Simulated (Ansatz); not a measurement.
# MgO: geometry relaxation (part 2 of 2)

The same run, continued: MgO (P1, 32 atoms in the cell); DFT PBE, scalar-relativistic, plane waves, PAW, no spin polarisation (Ansatz 0.2.0); cutoff 420 eV, 2×2×2 k-mesh, Gaussian smearing of 0.02 eV. The structure derives from a Materials Project entry. It belongs to a series of runs on one base structure; here: the perfect supercell shaken and relaxed.

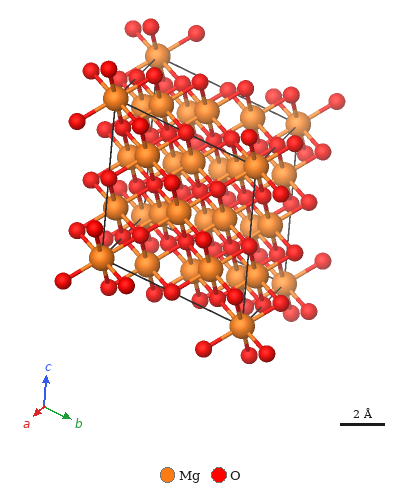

**Figure 1.** The geometry at step 3 of the log (ball-and-stick view of the cell of the calculation, seen slightly off an axis; bonded neighbours outside the cell are drawn too).

**Output, continued**
```
  k-point 1: bands = ["-64.6246", "-64.6207", "-64.6205", "-64.6202", "-64.6200", "-64.6187", "-64.6186", "-64.6185", "-64.6185", "-64.6175", "-64.6171", "-64.6169", "-64.6166", "-64.6164", "-64.6160", "-64.6159", "-31.4180", "-31.4180", "-31.4180", "-31.4180", "-31.4097", "-31.4097", "-31.4070", "-31.4030", "-31.4029", "-31.4027", "-31.4026", "-31.3944", "-31.3943", "-31.3942", "-31.3942", "-31.3910", "-31.3910", "-31.3910", "-31.3910", "-31.3819", "-31.3819", "-31.3770", "-31.3770", "-31.3724", "-31.3724", "-31.3683", "-31.3682", "-31.3682", "-31.3681", "-31.3679", "-31.3678", "-31.3677", "-31.3677", "-31.3665", "-31.3664", "-31.3664", "-31.3664", "-31.3610", "-31.3588", "-31.3587", "-31.3585", "-31.3584", "-31.3584", "-31.3583", "-31.3583", "-31.3582", "-31.3542", "-31.3542", "-9.1211", "-8.4718", "-8.4714", "-8.4712", "-8.4712", "-8.1277", "-8.1276", "-8.1275", "-8.1273", "-8.0911", "-7.9081", "-7.9077", "-7.9076", "-7.9074", "-7.8474", "-7.8474", "3.7204", "3.7205", "3.7208", "3.7209", "4.1313", "4.1313", "4.1765", "4.5011", "4.5014", "4.5015", "4.5016", "4.8358", "4.8359", "4.8359", "4.8362", "5.1821", "5.1823", "5.1825", "5.1828", "5.9492", "5.9492", "6.2637", "6.2637", "6.6137", "6.6140", "6.6143", "6.6146", "6.6379", "6.6380", "6.6381", "6.6382", "6.6390", "6.6391", "6.6698", "6.6700", "6.6701", "6.6704", "6.7536", "7.1555", "7.1556", "7.1557", "7.1558", "7.1878", "7.1880", "7.1881", "7.1884", "7.5521", "7.5521", "13.4472", "15.9879", "15.9884", "15.9889", "15.9894", "16.1532", "16.1534", "16.1537", "16.1540", "17.1596", "17.3858", "17.7080", "17.7080", "18.2997", "18.3004", "18.3006", "18.3013", "18.3195", "18.3196", "19.1538", "19.1543", "19.1546", "19.1548", "19.3130", "19.3134", "19.3139", "19.3144", "19.8126", "19.8126", "19.8133", "19.8133", "20.1660"]
  k-point 2: bands = ["-64.6246", "-64.6207", "-64.6205", "-64.6203", "-64.6201", "-64.6187", "-64.6186", "-64.6186", "-64.6184", "-64.6175", "-64.6171", "-64.6168", "-64.6167", "-64.6165", "-64.6160", "-64.6158", "-31.4180", "-31.4180", "-31.4180", "-31.4180", "-31.4097", "-31.4097", "-31.4070", "-31.4030", "-31.4028", "-31.4028", "-31.4026", "-31.3944", "-31.3943", "-31.3943", "-31.3942", "-31.3910", "-31.3910", "-31.3910", "-31.3910", "-31.3819", "-31.3819", "-31.3770", "-31.3770", "-31.3724", "-31.3724", "-31.3683", "-31.3682", "-31.3681", "-31.3680", "-31.3680", "-31.3679", "-31.3678", "-31.3677", "-31.3665", "-31.3664", "-31.3664", "-31.3664", "-31.3610", "-31.3588", "-31.3586", "-31.3585", "-31.3584", "-31.3584", "-31.3583", "-31.3583", "-31.3582", "-31.3542", "-31.3542", "-9.1211", "-8.4718", "-8.4715", "-8.4713", "-8.4710", "-8.1277", "-8.1276", "-8.1275", "-8.1274", "-8.0911", "-7.9080", "-7.9077", "-7.9076", "-7.9073", "-7.8475", "-7.8474", "3.7205", "3.7206", "3.7207", "3.7208", "4.1313", "4.1313", "4.1765", "4.5011", "4.5013", "4.5015", "4.5017", "4.8358", "4.8359", "4.8360", "4.8361", "5.1822", "5.1823", "5.1825", "5.1828", "5.9492", "5.9492", "6.2637", "6.2637", "6.6139", "6.6141", "6.6142", "6.6144", "6.6379", "6.6380", "6.6381", "6.6384", "6.6389", "6.6390", "6.6699", "6.6699", "6.6701", "6.6703", "6.7536", "7.1556", "7.1556", "7.1557", "7.1557", "7.1878", "7.1881", "7.1881", "7.1883", "7.5521", "7.5521", "13.4472", "15.9880", "15.9887", "15.9888", "15.9891", "16.1533", "16.1536", "16.1536", "16.1538", "17.1596", "17.3858", "17.7080", "17.7080", "18.2998", "18.3006", "18.3007", "18.3009", "18.3195", "18.3196", "19.1540", "19.1542", "19.1546", "19.1547", "19.3131", "19.3137", "19.3138", "19.3141", "19.8127", "19.8129", "19.8130", "19.8132", "20.1663"]
  k-point 3: bands = ["-64.6246", "-64.6207", "-64.6204", "-64.6203", "-64.6201", "-64.6187", "-64.6186", "-64.6185", "-64.6184", "-64.6176", "-64.6170", "-64.6168", "-64.6166", "-64.6166", "-64.6159", "-64.6159", "-31.4180", "-31.4180", "-31.4180", "-31.4180", "-31.4097", "-31.4097", "-31.4070", "-31.4030", "-31.4028", "-31.4028", "-31.4026", "-31.3944", "-31.3943", "-31.3943", "-31.3942", "-31.3910", "-31.3910", "-31.3910", "-31.3910", "-31.3819", "-31.3819", "-31.3770", "-31.3770", "-31.3724", "-31.3724", "-31.3682", "-31.3682", "-31.3680", "-31.3680", "-31.3680", "-31.3679", "-31.3678", "-31.3678", "-31.3665", "-31.3664", "-31.3664", "-31.3664", "-31.3610", "-31.3588", "-31.3586", "-31.3585", "-31.3584", "-31.3584", "-31.3583", "-31.3583", "-31.3582", "-31.3542", "-31.3542", "-9.1211", "-8.4717", "-8.4715", "-8.4712", "-8.4712", "-8.1277", "-8.1276", "-8.1275", "-8.1274", "-8.0911", "-7.9079", "-7.9078", "-7.9076", "-7.9075", "-7.8475", "-7.8474", "3.7205", "3.7206", "3.7207", "3.7208", "4.1313", "4.1313", "4.1765", "4.5012", "4.5013", "4.5015", "4.5015", "4.8358", "4.8359", "4.8360", "4.8361", "5.1821", "5.1823", "5.1826", "5.1828", "5.9492", "5.9492", "6.2637", "6.2637", "6.6138", "6.6141", "6.6142", "6.6145", "6.6379", "6.6380", "6.6382", "6.6383", "6.6389", "6.6390", "6.6698", "6.6700", "6.6702", "6.6703", "6.7536", "7.1555", "7.1556", "7.1557", "7.1558", "7.1879", "7.1880", "7.1881", "7.1883", "7.5521", "7.5521", "13.4472", "15.9881", "15.9885", "15.9886", "15.9892", "16.1532", "16.1534", "16.1537", "16.1540", "17.1596", "17.3858", "17.7080", "17.7080", "18.3000", "18.3003", "18.3006", "18.3012", "18.3195", "18.3196", "19.1539", "19.1542", "19.1546", "19.1548", "19.3133", "19.3135", "19.3137", "19.3142", "19.8127", "19.8129", "19.8130", "19.8132", "20.1661"]
--- Relaxed structure (4 steps of the walk, 4 accepted, 0 SCFs on fresh bases) ---
  F+E_penalty+E_count = -39906.22555082 eV   max|allowed force component| = 1.137e-2 eV/Å
  atoms:
    - { symbol: Mg, position: [0.24950919409075623, 0.750478960550014, 0.0003766026076467699] }
    - { symbol: Mg, position: [0.499624496335758, 0.7502871162260961, 0.7503863078810378] }
    - { symbol: Mg, position: [0.7497171803165736, 0.750346430780282, 0.5003315758782956] }
    - { symbol: Mg, position: [-0.0003676226171975827, 0.0003691169567708874, 1.000356211964284] }
    - { symbol: Mg, position: [0.24970591972209794, 0.0003267823658564817, 0.7503436412775017] }
    - { symbol: Mg, position: [-0.0005388003699598742, 0.7500306203253161, 0.25027232943001176] }
    - { symbol: Mg, position: [0.7495870954950417, 0.25033346558289865, 0.000323387591078389] }
    - { symbol: Mg, position: [0.4996676075647659, 0.0003018203494404104, 0.5003337758178482] }
    - { symbol: Mg, position: [0.7496974649965672, 0.0003081241074090191, 0.2503610114130753] }
    - { symbol: Mg, position: [-0.000325361513763861, 0.250400028348618, 0.7504735882728181] }
    - { symbol: Mg, position: [0.4994941280803906, 0.5003971245791264, 0.00026973616234656725] }
    - { symbol: Mg, position: [0.24950195252909138, 0.2500484128743944, 0.5001395803707059] }
    - { symbol: Mg, position: [0.7495258172428045, 0.5002594672780953, 0.7503208277390923] }
    - { symbol: Mg, position: [0.49973201716444626, 0.250424824524322, 0.2503789974414232] }
    - { symbol: Mg, position: [-0.0002545406767331271, 0.5002463335739599, 0.5004587698996982] }
    - { symbol: Mg, position: [0.24976262307543298, 0.5003636935510285, 0.250480531181338] }
    - { symbol: O, position: [0.24968434297594924, 0.00033993804530681106, 0.25050375286354293] }
    - { symbol: O, position: [0.49966217902887633, 0.0003694687589102519, 0.00047053789001794133] }
    - { symbol: O, position: [0.7496378212060154, 0.00033932933134557964, 0.7504040862440587] }
    - { symbol: O, position: [-0.0003419922814620452, 0.2503286347639262, 0.25044770708382613] }
    - { symbol: O, position: [0.2496332472501274, 0.2503144436509754, 0.0004402491091865999] }
    - { symbol: O, position: [-0.00035612533008597125, 0.0003230998258437201, 0.5004042501985952] }
    - { symbol: O, position: [0.7496989250591124, 0.500386242193304, 0.25044517231718877] }
    - { symbol: O, position: [0.49970093912552194, 0.2502975924739314, 0.750479567640949] }
    - { symbol: O, position: [0.7496806292039518, 0.2503338080157476, 0.5004149414064037] }
    - { symbol: O, position: [-0.0004088697017789744, 0.5003255310806352, 0.00040898589747589975] }
    - { symbol: O, position: [0.4996409039733526, 0.7503094362419356, 0.2504475488494758] }
    - { symbol: O, position: [0.24967892784264897, 0.5003186591858699, 0.7504598936876756] }
    - { symbol: O, position: [0.7496234332885886, 0.750357180470962, 0.0004406632937125842] }
    - { symbol: O, position: [0.49966230868765915, 0.5002671447257304, 0.5004294836204439] }
    - { symbol: O, position: [-0.00029268519055672176, 0.7503196495348949, 0.7504750829829285] }
    - { symbol: O, position: [0.24966262332600747, 0.7502930281270529, 0.5004806096863167] }
```

**Trajectory as extended XYZ (Å, eV, eV/Å), 3 of the 4 frames kept, from step=1 to step=4**
```
32
Lattice="4.2536 -4.2536 4.2536 -4.2536 4.2536 4.2536 -4.2536 -4.2536 -4.2536" Properties=species:S:1:pos:R:3:forces:R:3 step=1 energy=-39905.50978
Mg   -2.1441    2.1533    4.2696    0.0434  -0.1336  -0.4787
Mg   -4.2607   -2.0675    2.1773    0.4186  -0.7072  -0.7381
Mg   -2.1819   -2.1149    4.2549    0.5938  -0.2665  -0.0367
Mg   -4.2178   -4.2370   -4.2436   -0.5908  -0.3815  -0.3602
Mg   -2.1402   -4.2612   -2.1357    0.0027   0.2345  -0.1908
Mg   -4.2422    2.1359    2.1039   -0.0668   0.1399   0.3171
Mg    2.1108   -2.0856    4.2541    0.0463  -0.4080   0.3622
Mg   -0.0033   -4.2722   -0.0215    0.1224   0.3129   0.0877
Mg    2.0894   -4.2420    2.1347    0.7790  -0.2367  -0.0790
Mg   -4.2702   -2.2099   -2.1009   -0.0905   0.5259  -0.1951
Mg   -0.0397    0.0415    4.2355    0.2625  -0.4682   0.3959
Mg   -2.0910   -2.1372   -0.0643   -0.2675   0.2240   0.8233
Mg   -2.1052   -4.2211    2.1160   -0.5945  -0.0798   0.1859
Mg    0.0409   -2.1955    2.1447   -0.8657   1.0941  -0.2520
Mg   -4.2308    0.0102   -0.0524   -0.2165  -0.1874   0.8389
Mg   -2.1179    0.0035    2.1666    0.0635  -0.2065  -0.8055
O    -0.0221   -2.1343    0.0208    0.2497  -0.2832  -0.2231
O     2.1299   -2.0974    2.0597   -0.1360  -0.2238   0.9420
O     0.0323   -6.4322   -0.0115   -0.6484   1.0467   0.1993
O    -2.1125    0.0272    0.0110   -0.4291   0.0037  -0.4980
O    -0.0411    0.0260    2.0431    0.5021  -0.5495   1.0020
O    -2.1681   -2.1710   -2.1144    0.1402   0.4846  -0.1371
O    -0.0928   -2.1140    4.3253    0.9618  -0.1583  -0.9136
O    -2.1395   -4.2408    0.0097    0.2336  -0.4726  -0.3924
O    -0.0115   -4.2101    2.1478    0.3361  -0.6228  -0.2869
O    -2.1368    2.1312    2.1407    0.2300   0.2468  -0.1934
O    -2.0755   -0.0283    4.1746   -0.8826   0.3502   1.1414
O    -4.2522   -2.1921   -0.0085   -0.0555   0.9265  -0.0134
O     0.0105    0.0110    6.3919   -0.3560  -0.0462  -0.1094
O    -2.1229   -2.1359    2.1476    0.0132   0.0208  -0.1989
O    -6.4453   -0.0202    0.0209    0.9680   0.1151  -0.1803
O    -4.1911    0.0213    2.1326   -0.7669  -0.2942  -0.0129
32
Lattice="4.2536 -4.2536 4.2536 -4.2536 4.2536 4.2536 -4.2536 -4.2536 -4.2536" Properties=species:S:1:pos:R:3:forces:R:3 step=3 energy=-39906.22555
Mg   -2.1325    2.1293    4.2519    0.0055  -0.0120  -0.0019
Mg   -4.2581   -2.1256    2.1248   -0.0015  -0.0008   0.0012
Mg   -2.1309   -2.1255    4.2524   -0.0043  -0.0035  -0.0041
Mg   -4.2582   -4.2520   -4.2551    0.0003  -0.0024  -0.0033
Mg   -2.1309   -4.2524   -2.1281   -0.0032   0.0000  -0.0029
Mg   -4.2572    2.1281    2.1235   -0.0071  -0.0022   0.0104
Mg    2.1222   -2.1250    4.2519   -0.0006  -0.0058  -0.0028
Mg   -0.0041   -4.2523   -0.0015   -0.0017  -0.0021  -0.0016
Mg    2.1227   -4.2525    2.1253   -0.0049   0.0021  -0.0043
Mg   -4.2587   -2.1257   -2.1285    0.0032   0.0021  -0.0016
Mg   -0.0050    0.0027    4.2520    0.0030  -0.0095  -0.0035
Mg   -2.1297   -2.1251   -0.0025   -0.0111  -0.0067   0.0035
Mg   -2.1313   -4.2518    2.1245   -0.0003  -0.0030   0.0028
Mg   -0.0046   -2.1255    2.1258    0.0007  -0.0018  -0.0037
Mg   -4.2577    0.0002   -0.0020   -0.0043   0.0046   0.0003
Mg   -2.1314    0.0005    2.1253   -0.0010   0.0045  -0.0029
O    -0.0049   -2.1261   -0.0020    0.0039   0.0058  -0.0004
O     2.1218   -2.1258    2.1249    0.0027   0.0013   0.0010
O    -0.0047   -6.3791   -0.0018    0.0021  -0.0018  -0.0001
O    -2.1316    0.0009   -0.0020    0.0034   0.0021   0.0023
O    -0.0048    0.0010    2.1247    0.0006   0.0013   0.0031
O    -2.1314   -2.1256   -2.1287    0.0022  -0.0015  -0.0004
O    -0.0048   -2.1258    4.2521    0.0020   0.0019  -0.0031
O    -2.1314   -4.2531   -0.0020    0.0000   0.0084   0.0012
O    -0.0045   -4.2526    2.1251    0.0001   0.0001  -0.0002
O    -2.1317    2.1282    2.1247    0.0013  -0.0021   0.0018
O    -2.1315    0.0009    4.2515    0.0009   0.0038   0.0024
O    -4.2583   -2.1260   -0.0020    0.0013   0.0034   0.0002
O    -0.0050    0.0012    6.3784    0.0043   0.0010   0.0011
O    -2.1312   -2.1260    2.1247   -0.0006   0.0026   0.0026
O    -6.3850    0.0006   -0.0019   -0.0008   0.0065   0.0007
O    -4.2583    0.0006    2.1246    0.0031   0.0027   0.0021
32
Lattice="4.2536 -4.2536 4.2536 -4.2536 4.2536 4.2536 -4.2536 -4.2536 -4.2536" Properties=species:S:1:pos:R:3:forces:R:3 step=4 energy=-39906.22555
Mg   -2.1325    2.1293    4.2519    0.0056  -0.0114  -0.0016
Mg   -4.2581   -2.1256    2.1248   -0.0012  -0.0004   0.0015
Mg   -2.1309   -2.1255    4.2524   -0.0045  -0.0031  -0.0043
Mg   -4.2582   -4.2520   -4.2551    0.0008  -0.0021  -0.0029
Mg   -2.1309   -4.2524   -2.1281   -0.0035  -0.0002  -0.0033
Mg   -4.2572    2.1281    2.1235   -0.0069  -0.0020   0.0099
Mg    2.1222   -2.1250    4.2519   -0.0005  -0.0053  -0.0023
Mg   -0.0041   -4.2523   -0.0015   -0.0017  -0.0020  -0.0020
Mg    2.1227   -4.2525    2.1253   -0.0050   0.0021  -0.0038
Mg   -4.2587   -2.1257   -2.1285    0.0032   0.0009  -0.0012
Mg   -0.0050    0.0027    4.2520    0.0022  -0.0090  -0.0032
Mg   -2.1297   -2.1251   -0.0025   -0.0107  -0.0069   0.0029
Mg   -2.1313   -4.2518    2.1245   -0.0003  -0.0028   0.0028
Mg   -0.0046   -2.1255    2.1258    0.0007  -0.0027  -0.0041
Mg   -4.2577    0.0002   -0.0020   -0.0039   0.0049  -0.0001
Mg   -2.1314    0.0005    2.1253   -0.0009   0.0044  -0.0023
O    -0.0049   -2.1261   -0.0020    0.0039   0.0058  -0.0003
O     2.1218   -2.1258    2.1249    0.0027   0.0014   0.0009
O    -0.0047   -6.3791   -0.0018    0.0022  -0.0018  -0.0001
O    -2.1316    0.0009   -0.0020    0.0034   0.0020   0.0022
O    -0.0048    0.0010    2.1247    0.0006   0.0015   0.0030
O    -2.1314   -2.1256   -2.1287    0.0021  -0.0015  -0.0003
O    -0.0048   -2.1258    4.2521    0.0019   0.0019  -0.0030
O    -2.1314   -4.2531   -0.0020    0.0001   0.0084   0.0012
O    -0.0045   -4.2526    2.1251    0.0001   0.0004  -0.0001
O    -2.1317    2.1282    2.1247    0.0013  -0.0021   0.0017
O    -2.1315    0.0009    4.2515    0.0010   0.0037   0.0022
O    -4.2583   -2.1260   -0.0020    0.0012   0.0033   0.0001
O    -0.0050    0.0012    6.3784    0.0043   0.0009   0.0011
O    -2.1312   -2.1260    2.1247   -0.0005   0.0026   0.0027
O    -6.3850    0.0006   -0.0019   -0.0010   0.0064   0.0008
O    -4.2583    0.0006    2.1246    0.0032   0.0027   0.0022
```

**Key numbers**

```json
{"quantity": "outcome", "value": "converged"}
{"quantity": "space group (tolerance 0.01 Å)", "value": "P1 (1) → Fm-3m (225)"}
{"quantity": "electrons treated", "value": "256"}
{"quantity": "free energy", "value": "−39906.2256 eV"}
{"quantity": "Fermi energy", "value": "10.500 eV"}
{"quantity": "gap on the k-point mesh", "value": "5.90 eV"}
{"quantity": "final volume", "value": "307.84 Å³"}
{"quantity": "largest force (length of the vector) at the end", "value": "0.013 eV/Å"}
{"quantity": "final cell", "value": "a = 7.367 Å, b = 7.367 Å, c = 7.367 Å, α = 109.47°, β = 109.47°, γ = 109.47°"}
{"quantity": "wall time", "value": "15 s (CPU time 1.9 min)"}
{"quantity": "peak memory", "value": "1.2 GiB"}
```
